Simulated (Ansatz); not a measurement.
**Geometry relaxation, with input and output: BaTiO3 (part 2 of 2)**

BaTiO3 (Pm-3m, 10 atoms in the cell); DFT with r2SCAN, PAW plane waves, spin-polarised (Ansatz 0.2.0); cutoff 500 eV, 4×4×6 k-mesh, Fermi–Dirac smearing, collinear spins. The structure derives from an entry of the Crystallography Open Database. Ba sits on the octahedral site here and Ti on the 12-fold one, the reverse of the real perovskite.

Geometry of the input (Å; fractional positions):
```
4.1315  4.1315  0.0000
4.1315  -4.1315  0.0000
0.0000  0.0000  4.1315
O  0.0000  0.0000  0.5000
O  0.5000  0.5000  0.5000
O  0.2500  0.2500  0.0000
O  0.7500  0.7500  0.0000
O  0.2500  0.7500  0.0000
O  0.7500  0.2500  0.0000
Ti 0.0000  0.5000  0.5000
Ti 0.5000  0.0000  0.5000
Ba 0.0000  0.0000  0.0000
Ba 0.5000  0.5000  0.0000
```

```
SCF converged after 2 iterations
Stability not checked: this state was not tested for a lower state beside it, because the mixer in use, unlike msr1, does not test its closes by its own steps (another_mixer; see scf.mixing.algorithm and scf.lower_state_search)
Magnetization: 4.8295 μB (42.4147 up, 37.5853 down)
Absolute magnetization: 4.8502 μB (∫|ρ↑−ρ↓|, with the PAW one-centre terms)
Spin contamination: 0.0431 ħ² per cell (⟨S²⟩ above its minimum at these occupations)
Per-site moments (μB) at R_I (Å): [(0.1750826037613796, 0.8521245026250001), (0.17508260376137993, 0.8521245026250001), (0.015261638667853242, 0.8521245026250001), (0.01526163866785312, 0.8521245026249996), (0.015261638667853107, 0.8521245026250001), (0.015261638667853265, 0.8521245026250001), (1.8691520657638139, 1.2050860284427032), (1.8691520657638137, 1.2050860284427032), (0.06483525646566378, 0.8521245026249996), (0.06483525646566386, 0.8521245026250001)]
Free energy (F): -20333.762369 eV
Harris-Foulkes:  -20333.762369 eV  (|F-HF|=4.93e-9)
Internal energy: -20333.643143 eV  (E = F + TS)
E sigma→0 (E₀):  -20333.702756 eV
Entropy (-TS):   -0.119226 eV (-11.923 meV/atom)
Fermi energy:    11.269226 eV
--- Per-component energies (eV) ---
  E_band       = -403.953972
  E_kinetic    = 1976.795197
  E_local      = -4231.282354  (includes V_loc(G=0)·N_el)
  E_nonlocal   = 441.223045
  E_hartree    = 1603.521493
  E_xc         = -948.357768
  E_vxc        = -1209.886960  (∫ρ·V_xc dr)
  E_paw        = -13587.315820  (= ΣΔE_a)
  E_vpaw       = -664.316883  (= ΣTr[D̂ρ^β])
  E_aug_tail   = 0.006601  (compensation charges beyond the density's cutoff)
  E_vtau       = 76.459844  (kinetic-family band-sum trace: ∫τ·v_τ [+ j·A + Jᵃ·Aᵃ] dr)
  E_ewald      = -5587.675809
  E_core_change = -0.557728  (= ΣΔE_core)
  E_smearing   = -0.119226  (= −TS)
  E_closure    = 0.000000  (closes the sum)
  Σ components = -20333.762369   (vs F -20333.762369, Δ=0.00e0)
--- Forces (eV/Å), atoms counted from 1 ---
  atom   1  O      0.00000000     0.00000000     0.00000000
  atom   2  O      0.00000000    -0.00000000     0.00000000
  atom   3  O      0.00000000     0.00000000     0.00000000
  atom   4  O      0.00000000     0.00000000     0.00000000
  atom   5  O      0.00000000    -0.00000000     0.00000000
  atom   6  O      0.00000000     0.00000000     0.00000000
  atom   7  Ti     0.00000000     0.00000000     0.00000000
  atom   8  Ti     0.00000000     0.00000000     0.00000000
  atom   9  Ba     0.00000000    -0.00000000     0.00000000
  atom  10  Ba     0.00000000    -0.00000000     0.00000000
  max |Σ_I F_I| component: 3.04e-28 eV/Å
--- Stress (GPa, compression-positive) ---
       35.128911      -0.000000       0.000000
        0.000000      35.128911       0.000000
        0.000000       0.000000      37.298806
  P = ⅓ Tr σ = 35.8522 GPa (358.522 kbar)
--- Band table (eV; the first three rows and the last of 48) ---
  k-point 0 ↑: bands = ["-49.6910", "-49.6904", "-25.0238", "-25.0238", "-25.0190", "-25.0177", "-25.0166", "-25.0166", "-16.9878", "-16.2438", "-10.5831", "-10.5831", "-9.3499", "-9.2749", "-8.4162", "-6.4534", "-3.0826", "-3.0361", "-3.0361", "-2.8188", "2.6528", "2.6528", "3.9955", "4.7966", "5.9802", "5.9802", "6.6103", "6.6425", "6.6425", "6.9077", "6.9077", "6.9139", "7.0271", "7.0271", "7.4350", "7.8321", "9.3914", "9.3929", "10.0045", "10.3190", "10.9627", "11.3961", "11.3961", "11.4067", "11.5537", "11.5766", "12.1014", "12.1014", "12.3490", "12.5956", "12.5956"]
  k-point 1 ↑: bands = ["-49.6909", "-49.6903", "-25.0235", "-25.0235", "-25.0212", "-25.0195", "-25.0165", "-25.0165", "-16.9059", "-16.1399", "-10.5783", "-10.5783", "-9.6810", "-9.2700", "-9.1124", "-6.9136", "-3.0055", "-3.0055", "-1.8107", "-1.6493", "2.7401", "2.7401", "4.0900", "4.8003", "5.4724", "5.4724", "6.3421", "6.5498", "6.5498", "6.6893", "6.7883", "6.7883", "7.3139", "7.4104", "7.4104", "7.8698", "9.5067", "9.6358", "10.0301", "10.2644", "10.6232", "11.2596", "11.4376", "11.5339", "11.5756", "11.5756", "11.6515", "11.9236", "11.9236", "12.4736", "12.4736"]
  k-point 2 ↑: bands = ["-49.6907", "-49.6902", "-25.0256", "-25.0232", "-25.0230", "-25.0230", "-25.0161", "-25.0161", "-16.7268", "-15.9052", "-10.5687", "-10.5687", "-10.3728", "-10.1870", "-9.2601", "-7.2939", "-2.9429", "-2.9429", "0.5948", "0.8469", "2.9681", "2.9681", "4.2908", "4.7506", "4.7506", "4.8075", "5.9335", "6.2816", "6.2816", "6.3285", "6.4399", "6.6570", "6.6570", "7.8304", "7.8304", "7.9506", "8.8026", "9.2170", "9.7704", "10.0332", "10.0759", "10.1503", "11.5015", "11.5270", "11.5988", "11.5988", "11.9025", "11.9025", "12.3027", "12.3027", "12.8336"]
  k-point 23 ↓: bands = ["-47.6618", "-47.6618", "-22.9025", "-22.9025", "-22.8975", "-22.8975", "-22.8932", "-22.8932", "-16.1388", "-16.1388", "-10.5500", "-10.5500", "-10.3410", "-10.3410", "-8.2615", "-8.2615", "-2.7036", "-2.7036", "2.7386", "2.7386", "2.8139", "2.8139", "4.1934", "4.1934", "5.0340", "5.0340", "6.0284", "6.0284", "6.1367", "6.1367", "7.0945", "7.0945", "7.1059", "7.1059", "7.7395", "7.7395", "8.0228", "8.0228", "11.9746", "11.9746", "12.6076", "12.6076", "13.1612", "13.1612", "13.1718", "13.1718", "13.7308", "13.7308", "14.1911", "14.1911", "16.1379"]
--- Relaxed structure (1 steps of the walk, 1 accepted, 0 SCFs on fresh bases) ---
  F+E_penalty+E_count = -20333.76236896 eV   max|allowed force component| = 1.821e-28 eV/Å
  atoms:
    - { symbol: O, position: [0.0, 0.0, 0.5] }
    - { symbol: O, position: [0.5, 0.5, 0.5] }
    - { symbol: O, position: [0.25, 0.25, 0.0] }
    - { symbol: O, position: [0.7500000000000001, 0.7500000000000001, 0.0] }
    - { symbol: O, position: [0.25, 0.75, 0.0] }
    - { symbol: O, position: [0.75, 0.25, 0.0] }
    - { symbol: Ti, position: [0.0, 0.5, 0.5] }
    - { symbol: Ti, position: [0.5, 0.0, 0.5] }
    - { symbol: Ba, position: [0.0, 0.0, 0.0] }
    - { symbol: Ba, position: [0.5, 0.5, 0.0] }
--- Löwdin populations: 10 sites ---
  site symbol       q [e]    m [muB]
     0      O      7.0495     0.1717
     1      O      7.0495     0.1717
     2      O      7.0444     0.0131
     3      O      7.0444     0.0131
     4      O      7.0444     0.0131
     5      O      7.0444     0.0131
     6     Ti     10.7866     2.1022
     7     Ti     10.7866     2.1022
     8     Ba      7.5073     0.1000
     9     Ba      7.5073     0.1000
  spilling = 0.014197 (of n_electrons = 80.000000)
--- Bader charges: 10 sites ---
  site symbol  charge [e]  shift [e]    m [muB]
     0      O     -1.1365     0.0027     0.2070
     1      O     -1.1365     0.0027     0.2070
     2      O     -1.1289     0.0027     0.0518
     3      O     -1.1289     0.0027     0.0518
     4      O     -1.1289     0.0027     0.0518
     5      O     -1.1289     0.0027     0.0518
     6     Ti      1.5204     0.0000     2.0025
     7     Ti      1.5204     0.0000     2.0025
     8     Ba      1.8740     0.0082     0.1016
     9     Ba      1.8740     0.0082     0.1016
  estimated error of the sums over rays = 4.5e-4 e
```

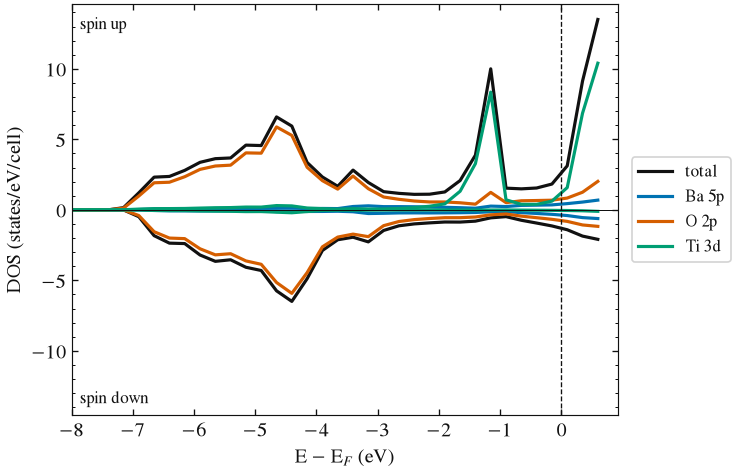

Figure 1. Density of states (projected on Löwdin-orthogonalised atomic shells), with energies from the Fermi level. There are states at the Fermi level: a metal at this level of theory. The curves stop near 0.6 eV above the Fermi level, where the computed bands end.

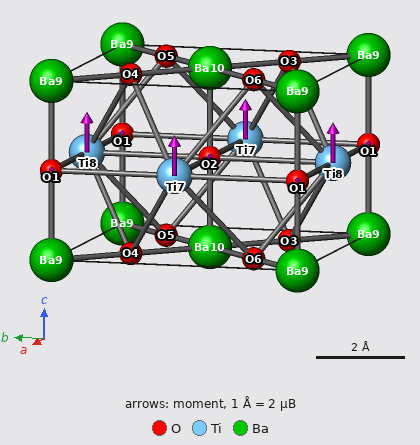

Figure 2. Magnetic moments of the sites as pink arrows (ball-and-stick view of the cell of the calculation, seen slightly off an axis; atoms are numbered from 1 in the order of the input); small moments hardly show. The run is collinear, so the axis drawn is arbitrary. Site moments: Ti7, Ti8 (1.87 μB); O1, O2 (0.18 μB); Ba9, Ba10 (0.06 μB). They are counted near the atoms and needn't add up to the moment of the cell.

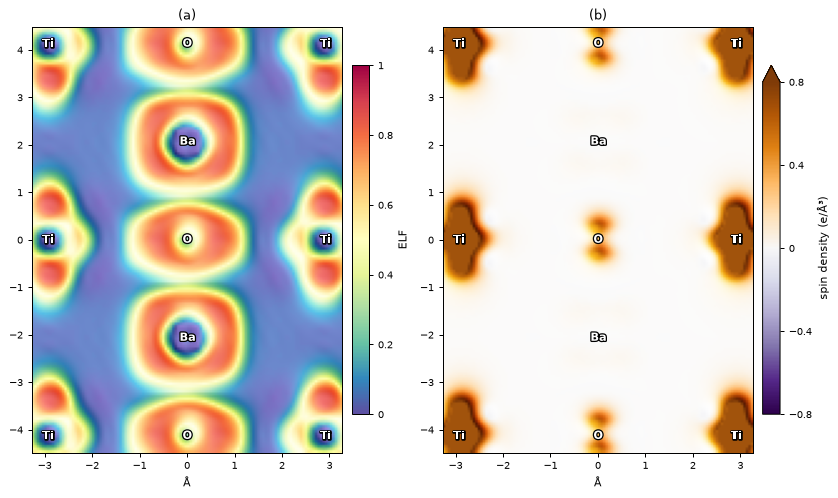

Figure 3. (a) ELF; (b) spin density (up minus down) on the (010) plane of the calculation cell with its axes reversed. The plane passes through O, Ti and Ba nuclei. Ba–O (2.07 Å): the ELF peaks at about 0.75 in the valence shell of O, 0.5 Å from its nucleus, and drops to about 0.35 between the two atoms. The strong features right at Ti and Ba lie inside the PAW spheres (semicore, d or f shells) and say nothing about bonding. The cell of the calculation (10 atoms) carries 4.8 μB net. In a PAW calculation such maps are meaningful between the atoms, not at the nuclei.

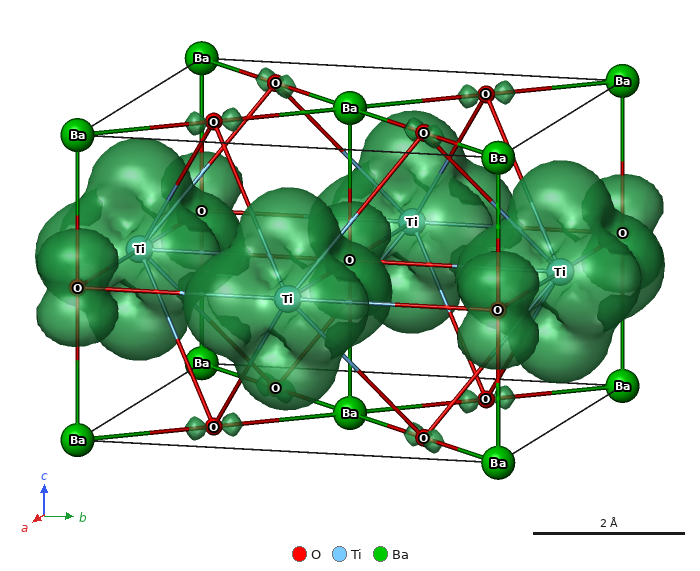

Figure 4. Isosurfaces of the spin density (up minus down) at +0.04 (green) and −0.04 e/Å³ (red), seen slightly off an axis. Sticks mark near contacts. The outline is the calculation cell with its axes reversed. The cell of the calculation (10 atoms) carries 4.8 μB net. Only one sign reaches the isovalue.

### Key numbers

```csv
quantity,value
outcome,converged
space group (tolerance 0.01 Å),Pm-3m (221)
electrons treated,80
free energy,−20333.7624 eV
Fermi energy,11.269 eV
net moment of the cell,4.83 μB
integrated absolute moment,4.85 μB
pressure,35.85 GPa
final volume,141.04 Å³
electronic character,metal
largest force (length of the vector),under 0.001 eV/Å
hardware,"2 threads of Intel Xeon @ 2.50GHz (Skylake/Cascade Lake), 256 GiB of memory available, shared host"
wall time,3 min (CPU time 6 min)
peak memory,1.1 GiB
```

### Notes

The input already met the tolerances, so nothing moved. Warnings of the run: the SCF threshold is looser than advised for the printed stress. The cell is under a pressure of 36 GPa at this level, so it is not at its equilibrium volume.

### Notes

Warnings of the run: the SCF threshold is looser than advised for the printed stress. The cell is under a pressure of 36 GPa at this level, so it is not at its equilibrium volume.
